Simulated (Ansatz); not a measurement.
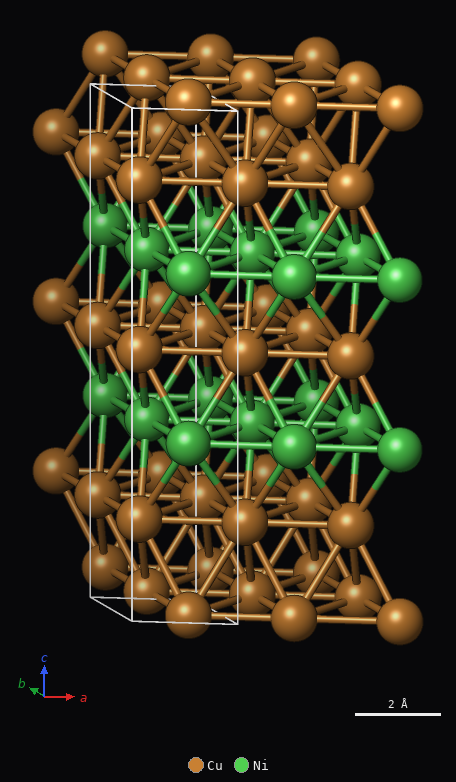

*The structure (ball-and-stick view of the cell of the calculation, repeated 3 × 3 × 1, seen slightly off an axis). An atom can appear more than once, as a periodic image.*

Near neighbours in the periodic cell (some may lie outside the picture): Cu has 9 Cu at 2.52 to 2.58 Å and 3 Ni at 2.53 Å; Cu has 6 Cu at 2.52 Å and 6 Ni at 2.54 Å; Cu has 12 Cu at 2.52 to 2.58 Å; Ni has 6 Cu at 2.53 to 2.54 Å and 6 Ni at 2.52 Å.

Band-structure calculation of Cu$_{2}$Ni

- system: Cu$_{2}$Ni (6 atoms in the cell)
- method: DFT PBE, scalar-relativistic, plane waves, PAW, no spin polarisation (Ansatz 0.2.0)

The structure was made by a generator, so it may or may not be a known phase.

### Input
```yaml
crystal:
  lattice:
    - [2.523179797, 0.0, 0.0]
    - [-1.2615898985, 2.1851378026, 0.0]
    - [0.0, 0.0, 12.5531938]
  atoms:
    - { symbol: Cu, position: [0.3333333333, 0.6666666667, 0.830284] }
    - { symbol: Cu, position: [0.3333333333, 0.6666666667, 0.169716] }
    - { symbol: Cu, position: [0.3333333333, 0.6666666667, 0.5] }
    - { symbol: Cu, position: [0.6666666667, 0.3333333333, 0.0] }
    - { symbol: Ni, position: [0.6666666667, 0.3333333333, 0.334525] }
    - { symbol: Ni, position: [0.6666666667, 0.3333333333, 0.665475] }
basis:
  ecutwfc: 420
kpoints:
  mp_grid: { grid: [18, 18, 4] }
  band_path:
    path:
      - [[0.0, 0.0, 0.0], [0.5, 0.0, 0.0], [0.33333333, 0.33333333, 0.0], [0.0, 0.0, 0.0], [0.0, 0.0, 0.5], [0.5, 0.0, 0.5], [0.33333333, 0.33333333, 0.5], [0.0, 0.0, 0.5]]
      - [[0.5, 0.0, 0.5], [0.5, 0.0, 0.0]]
      - [[0.33333333, 0.33333333, 0.5], [0.33333333, 0.33333333, 0.0]]
    npoints: 14
hamiltonian:
  xc: pbe
scf:
  occupations: { method: gaussian, width: 0.1 }
  n_extra_bands: 15
output:
  forces: true
  stress: true
  eigenvalues: true
  populations: true
  dos: { projected: true, de: 0.02, nscf_kmesh: { grid: [22, 22, 5] } }
  bader: true
  write_density: true
  write_potential: true
  elf: true
  volumetric_format: npy
```

Run as:
```bash
ansatz run input.yaml --threads 4 --pin off --max-ram 8192MiB --backend cpu --events-out ev --progress --plain --runs-dir out
```

### Log
```
scf.n_extra_bands = 15 over 56 filled bands (N_el = 112.0): the run solves 71 bands
Engine: ansatz 0.2.0, x86_64-unknown-linux-gnu
Pseudopotentials: kind: paw
Pseudopotential: Cu, paw, valence charge 19, recommended cutoff 420 eV (normal), Cu.paw.azcp
Pseudopotential: Ni, paw, valence charge 18, recommended cutoff 420 eV (normal), Ni.paw.azcp
Functional definition: PBE
  parameter kappa = 0.804
  parameter beta = 0.06672455060314922
  exchange = pbe_x(kappa = kappa, mu = beta*pi^2/3)
  correlation = pbe_c(beta = beta)
Crystal: 6 atoms, lattice volume = 69.212 Å³
Basis set: ecut = 420 eV, 1367 PW (Γ), exchange–correlation on 36×36×180 points (8 copies of the dense FFT grid, shifted against one another)
Bands: 71, of which v1, the nominal top of the filled ones, is band 56 counted from 1 (55 counted from 0)
Symmetry: 12 space group operations
Space group: P-6m2 (ITA 187), of the structure as read, at distance tolerance 4.1e-5 Å
k-points: 111 of 1296 (time reversal used)
Non-local potential: Cu, projectors of the file, l = 0: 3, l = 1: 2, l = 2: 3, l = 3: 1
Non-local potential: Ni, projectors of the file, l = 0: 3, l = 1: 2, l = 2: 3, l = 3: 1
PAW form: soft (Blöchl's): semilocal exchange-correlation on the pseudo side does not see the compensation charge
PAW one-centre angular grid: Cu, 590 points (default); XC on 64 Gauss nodes
PAW one-centre angular grid: Ni, 590 points (default); XC on 64 Gauss nodes
Initial density: superposition of atomic densities (neutral atoms: chi_scale 0, normalization atom), corrected by the library's trained network
Initial wavefunctions: pseudopotential atomic-orbital guess
Functional: x = pbe(κ = 0.804, μ = 0.2195149727645171), c = pbe(β = 0.06672455060314922)
SCF iter   1: F=—  HF=-38180.029970 eV  |F-HF|=—  |Δ(HF+E_count)|=         —  Δρ=7.86e-3  dr2=2.63e-2  ethr=1.77e-3  ⟨swp⟩=5.1  Hψ=24763  notcnv=0  defer=391
preconditioner: auto → Kerker (q_TF=auto, 2.956 Å⁻¹)  [metal: Δε(μ)=0.010 eV  Ē_g=11.417 eV  σ=0.100 eV  W_gap=0.06  n_scr=28 (ndim 8)  ℏωp=35.7 eV  f_vac=0.000  D(μ)=4.28/eV (n_scr^D=54)]
SCF iter   2: F=—  HF=-38180.027400 eV  |F-HF|=—  |Δ(HF+E_count)|=   2.57e-3  Δρ=1.95e-3  dr2=3.25e-3  ethr=2.35e-5  ⟨swp⟩=2.0  Hψ=10647  notcnv=0  defer=426
SCF iter   3: F=—  HF=-38180.027168 eV  |F-HF|=—  |Δ(HF+E_count)|=   2.32e-4  Δρ=9.06e-4  dr2=1.35e-3  ethr=2.90e-6  ⟨swp⟩=1.2  Hψ=7012  notcnv=0  defer=426
SCF iter   4: F=—  HF=-38180.027048 eV  |F-HF|=—  |Δ(HF+E_count)|=   1.20e-4  Δρ=4.41e-4  dr2=2.66e-4  ethr=1.21e-6  ⟨swp⟩=1.4  Hψ=7784  notcnv=0  defer=426
SCF iter   5: F=—  HF=-38180.027023 eV  |F-HF|=—  |Δ(HF+E_count)|=   2.54e-5  Δρ=2.38e-4  dr2=1.28e-4  ethr=2.37e-7  ⟨swp⟩=2.0  Hψ=9680  notcnv=0  defer=426
SCF iter   6: F=—  HF=-38180.027017 eV  |F-HF|=—  |Δ(HF+E_count)|=   5.19e-6  Δρ=6.75e-5  dr2=7.53e-6  ethr=1.14e-7  ⟨swp⟩=1.7  Hψ=7750  notcnv=0  defer=426
SCF iter   7: F=—  HF=-38180.027043 eV  |F-HF|=—  |Δ(HF+E_count)|=   2.56e-5  Δρ=5.29e-5  dr2=7.28e-6  ethr=6.72e-9  ⟨swp⟩=2.1  Hψ=10708  notcnv=0  defer=426
SCF iter   8: F=—  HF=-38180.027043 eV  |F-HF|=—  |Δ(HF+E_count)|=   2.25e-7  Δρ=3.43e-5  dr2=6.34e-7  ethr=6.50e-9  ⟨swp⟩=1.2  Hψ=7040  notcnv=0  defer=426
SCF iter   9: F=—  HF=-38180.027043 eV  |F-HF|=—  |Δ(HF+E_count)|=   1.13e-7  Δρ=1.25e-5  dr2=3.23e-7  ethr=5.66e-10  ⟨swp⟩=2.0  Hψ=11301  notcnv=0  defer=426
SCF iter  10: F=-38180.027043 eV  HF=-38180.027043 eV  |F-HF|=4.07e-8  |Δ(HF+E_count)|=   1.01e-8  Δρ=4.89e-6  dr2=4.26e-8  ethr=8.93e-11  ⟨swp⟩=12.1  Hψ=57284  notcnv=0
SCF 1 converged in 10 iterations: F = -38180.027043 eV  dr2 = 4.26e-8
  greatest PAW one-centre occupation: 1.001 electrons in one spin orbital (limit 2), on the Ni atom at site 5 (counted from 0), in its partial waves of l = 1
```

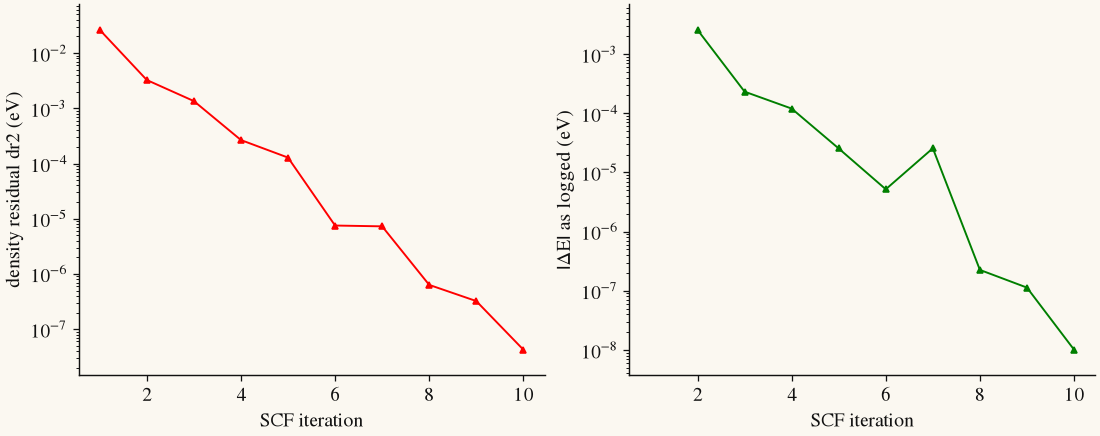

*Convergence of the self-consistent field: density residual dr2 and size of the energy change against the SCF iteration.*

The residual falls at every step.

```
NSCF: frozen V_eff on 129 k-points
NSCF: frozen V_eff on 156 k-points
SCF converged after 10 iterations
Free energy (F): -38180.027043 eV
Harris-Foulkes:  -38180.027043 eV  (|F-HF|=4.07e-8)
Internal energy: -38180.006432 eV  (E = F + TS)
E sigma→0 (E₀):  -38180.016737 eV
Entropy (-TS):   -0.020611 eV (-3.435 meV/atom)
Fermi energy:    17.006952 eV
--- Per-component energies (eV) ---
  E_band       = -2008.598423
  E_kinetic    = 1765.173529
  E_local      = -23121.643929  (includes V_loc(G=0)·N_el)
  E_nonlocal   = 2833.354242
  E_hartree    = 10028.754311
  E_xc         = -527.536079
  E_vxc        = -680.593331  (∫ρ·V_xc dr)
  E_paw        = -9913.377890  (= ΣΔE_a)
  E_vpaw       = -2862.396508  (= ΣTr[D̂ρ^β])
  E_aug_tail   = 0.001931  (compensation charges beyond the density's cutoff)
  E_ewald      = -19244.732546
  E_smearing   = -0.020611  (= −TS)
  E_closure    = -0.000000  (closes the sum)
  Σ components = -38180.027043   (vs F -38180.027043, Δ=0.00e0)
--- Forces (eV/Å), atoms counted from 1 ---
  atom   1  Cu     0.00000000     0.00000000    -0.00105277
  atom   2  Cu     0.00000000     0.00000000     0.00105277
  atom   3  Cu     0.00000000     0.00000000     0.00000000
  atom   4  Cu    -0.00000000    -0.00000000    -0.00000000
  atom   5  Ni    -0.00000000    -0.00000000     0.00018901
  atom   6  Ni    -0.00000000    -0.00000000    -0.00018901
  max |Σ_I F_I| component: 3.70e-17 eV/Å
--- Stress (GPa, compression-positive) ---
        0.019874       0.000000      -0.000000
        0.000000       0.019874       0.000000
       -0.000000       0.000000       0.005385
  P = ⅓ Tr σ = 0.0150 GPa (0.150 kbar)
--- Band table (eV; the first three rows and the last of 111) ---
  k-point 0: bands = ["-95.5934", "-95.5012", "-95.5011", "-95.3698", "-85.7635", "-85.7635", "-52.9533", "-52.9266", "-52.9266", "-52.8664", "-52.8524", "-52.8237", "-52.8237", "-52.8235", "-52.8235", "-52.7340", "-52.6925", "-52.6925", "-46.1426", "-46.1426", "-46.1426", "-46.1426", "-46.0462", "-46.0456", "7.7826", "8.7671", "8.8821", "11.0620", "11.3467", "12.2002", "13.8021", "13.9347", "14.0241", "14.0241", "14.1241", "14.1241", "14.1754", "14.2142", "14.2142", "14.3020", "14.3020", "14.7553", "14.7553", "14.8887", "14.9607", "14.9607", "14.9921", "14.9921", "15.0697", "15.2145", "15.2145", "15.5976", "15.5976", "15.7396", "15.7396", "16.1882", "16.6563", "16.6563", "16.6777", "16.6777", "21.3155", "25.9085", "26.1719", "33.8208", "33.9794", "38.9602", "39.2210", "39.2405", "39.7595", "39.7595", "40.3743"]
  k-point 1: bands = ["-95.5934", "-95.5012", "-95.5011", "-95.3698", "-85.7635", "-85.7635", "-52.9533", "-52.9266", "-52.9266", "-52.8664", "-52.8524", "-52.8237", "-52.8237", "-52.8235", "-52.8235", "-52.7340", "-52.6925", "-52.6925", "-46.1426", "-46.1426", "-46.1426", "-46.1426", "-46.0462", "-46.0456", "7.8328", "8.4195", "9.3343", "10.6023", "11.6666", "12.1793", "13.8013", "13.8622", "14.0244", "14.0244", "14.1239", "14.1239", "14.2147", "14.2147", "14.3007", "14.3007", "14.3771", "14.7583", "14.7583", "14.8538", "14.9364", "14.9364", "15.0239", "15.0239", "15.1483", "15.2013", "15.2013", "15.6040", "15.6040", "15.7366", "15.7366", "15.9388", "16.6560", "16.6560", "16.6780", "16.6780", "21.7332", "24.3821", "27.8602", "31.8167", "36.0177", "38.9547", "39.1263", "39.4049", "39.7956", "39.7956", "39.9926"]
  k-point 2: bands = ["-95.5933", "-95.5012", "-95.5010", "-95.3697", "-85.7635", "-85.7635", "-52.9533", "-52.9266", "-52.9266", "-52.8664", "-52.8523", "-52.8237", "-52.8237", "-52.8235", "-52.8235", "-52.7340", "-52.6925", "-52.6925", "-46.1426", "-46.1426", "-46.1426", "-46.1426", "-46.0462", "-46.0456", "7.9138", "8.2207", "9.7801", "10.1255", "11.8419", "12.1461", "13.8012", "13.8238", "14.0246", "14.0246", "14.1238", "14.1238", "14.2152", "14.2152", "14.2994", "14.2994", "14.5879", "14.7613", "14.7613", "14.7914", "14.9225", "14.9225", "15.0474", "15.0474", "15.1860", "15.1860", "15.4122", "15.4944", "15.6105", "15.6105", "15.7333", "15.7333", "16.6557", "16.6557", "16.6783", "16.6783", "22.5175", "23.2337", "29.6669", "29.9210", "37.9233", "38.3038", "38.9994", "39.1039", "39.6502", "39.7033", "39.8434"]
  k-point 110: bands = ["-95.5808", "-95.4889", "-95.4889", "-95.3574", "-85.7424", "-85.7424", "-52.9958", "-52.9939", "-52.9345", "-52.8908", "-52.8904", "-52.8896", "-52.8826", "-52.8533", "-52.8508", "-52.7596", "-52.7593", "-52.7208", "-46.2444", "-46.2443", "-46.2440", "-46.2439", "-46.0252", "-46.0251", "13.0165", "13.0920", "13.1729", "13.2062", "13.2666", "13.3570", "13.4096", "13.4225", "13.5261", "13.5934", "13.6739", "13.6999", "13.8092", "13.9148", "13.9742", "14.3177", "14.4174", "14.4739", "14.7931", "15.0212", "15.2738", "15.4106", "15.4842", "15.7739", "15.8064", "15.8183", "16.0920", "16.1460", "16.4755", "16.6364", "20.7696", "20.8450", "20.9994", "21.1991", "21.3684", "21.5553", "21.5852", "22.1425", "23.0186", "23.4021", "24.4910", "24.9143", "26.4366", "26.8064", "26.8364", "27.1122", "27.1417"]
--- Löwdin populations: 6 sites ---
  site symbol       q [e]
     0     Cu     18.7964
     1     Cu     18.7964
     2     Cu     18.7633
     3     Cu     18.8310
     4     Ni     17.8728
     5     Ni     17.8728
  spilling = 0.009530 (of n_electrons = 112.000000)
--- Bader charges: 6 sites ---
  site symbol  charge [e]  shift [e]
     0     Cu      0.0244     0.0002
     1     Cu      0.0243     0.0002
     2     Cu      0.0439     0.0003
     3     Cu      0.0055     0.0000
     4     Ni     -0.0490     0.0003
     5     Ni     -0.0490     0.0003
  estimated error of the sums over rays = 4.1e-4 e
```

### File bader_charges.tsv
```
# site	symbol	x_ang	y_ang	z_ang	partial_charge_e	electrons	volume_ang3	relative_density_drop	shared_charge_e	partial_wave_shift_e
# quadrature_error_electrons = 4.1e-4
0	Cu	0.0000	1.4568	10.4227	0.02435	28.97565	11.49	-	0.02435	0.00018
1	Cu	0.0000	1.4568	2.1305	0.02434	28.97566	11.49	-	0.02434	0.00018
2	Cu	0.0000	1.4568	6.2766	0.04388	28.95612	11.29	-	0.04388	0.00025
3	Cu	1.2616	0.7284	0.0000	0.00551	28.99449	11.74	-	0.00551	0.00001
4	Ni	1.2616	0.7284	4.1994	-0.04905	28.04905	11.60	-	-0.04905	0.00031
5	Ni	1.2616	0.7284	8.3538	-0.04904	28.04904	11.60	-	-0.04904	0.00031
```

### File populations.tsv
```
# site	symbol	l	j	q
# orbitals = lowdin
# n_electrons = 112.000000
# spilling = 0.009530
0	Cu	0_3S	-	1.996169
0	Cu	0_4S	-	1.018136
0	Cu	1_3P	-	5.998958
0	Cu	2_3D	-	9.783104
1	Cu	0_3S	-	1.996169
1	Cu	0_4S	-	1.018136
1	Cu	1_3P	-	5.998958
1	Cu	2_3D	-	9.783104
2	Cu	0_3S	-	1.996228
2	Cu	0_4S	-	0.997264
2	Cu	1_3P	-	5.998811
2	Cu	2_3D	-	9.771001
3	Cu	0_3S	-	1.996145
3	Cu	0_4S	-	1.040290
3	Cu	1_3P	-	5.999086
3	Cu	2_3D	-	9.795435
4	Ni	0_3S	-	1.996325
4	Ni	0_4S	-	0.953855
4	Ni	1_3P	-	5.998575
4	Ni	2_3D	-	8.924083
5	Ni	0_3S	-	1.996325
5	Ni	0_4S	-	0.953855
5	Ni	1_3P	-	5.998575
5	Ni	2_3D	-	8.924083
```

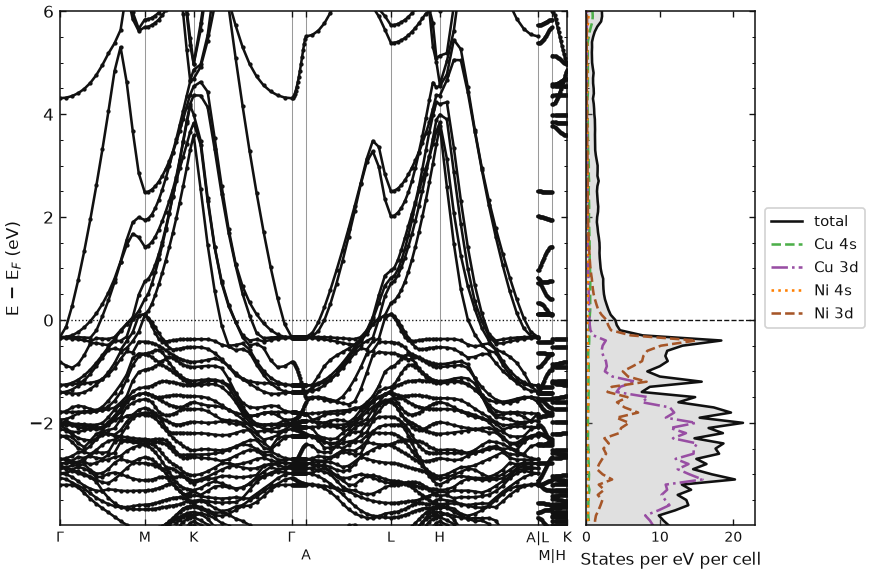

*Band structure along Γ–M–K–Γ–A–L–H–A|L–M|H–K and density of states (projected on Löwdin-orthogonalised atomic shells), with energies from the Fermi level.*

Bands cross the Fermi level: a metal at this level of theory.

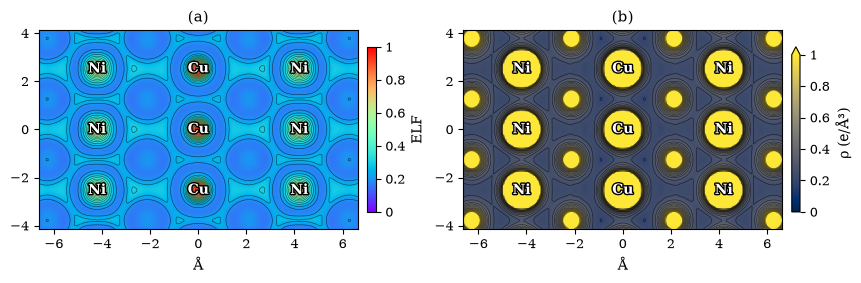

*(a) ELF; (b) valence charge density (pseudo) on the (11̄0) plane of the conventional cell.*

The section cuts through Cu and Ni sites. Cu–Cu (2.52 Å): ρ at the midpoint is about 0.28 e/Å³; the ELF is about 0.20 at the midpoint (no localised pair between them). Ni–Ni (2.52 Å): ρ at the midpoint is about 0.3 e/Å³; the ELF is about 0.25 at the midpoint (no shared electron pair). Away from the nuclei the density in this plane falls to 0.2 e/Å³ at its lowest. The strong features right at Cu and Ni lie inside the PAW spheres (semicore, d or f shells) and say nothing about bonding. Core electrons are frozen (PAW), so the fields are smoothed inside the atomic spheres.

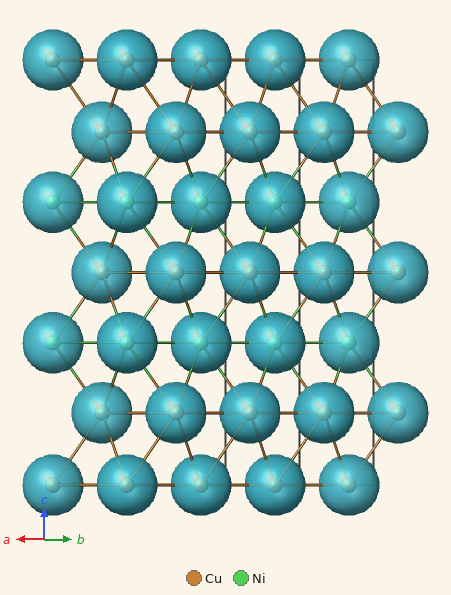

*Isosurface of the valence pseudo-density at 0.6 e/Å³ (cyan), seen along [110]. Sticks mark near contacts. The outline is the cell set on symmetry axes.*

At this value the density breaks into separate islands; it holds about 85 % of the electrons treated as valence (semicore included). It is pinched off along the Cu–Cu (2.52 Å), Ni–Ni (2.52 Å), Cu–Ni (2.53 Å) and Cu–Cu (2.58 Å) contacts. On the grid the lowest density along these lines, outside the cores, is 0.28 e/Å³ (Cu–Cu, 2.52 Å), 0.3 e/Å³ (Ni–Ni, 2.52 Å), 0.29 e/Å³ (Cu–Ni, 2.53 Å) and 0.26 e/Å³ (Cu–Cu, 2.58 Å).

### Results in brief

```tsv
quantity	value
outcome	converged
space group (tolerance 0.01 Å)	P-6m2 (187)
electrons treated	112
free energy	−38180.0270 eV
Fermi energy	17.007 eV
gap on the k-point mesh	none (metallic)
pressure	0.02 GPa
largest force (length of the vector)	0.001 eV/Å
hardware	4 threads of Intel Xeon @ 2.50GHz (Skylake/Cascade Lake), 128 GiB of memory available, shared host
wall time	67 s (CPU time 4.3 min)
peak memory	0.96 GiB
```

The run has no spin polarisation, so a magnetic state may lie lower.
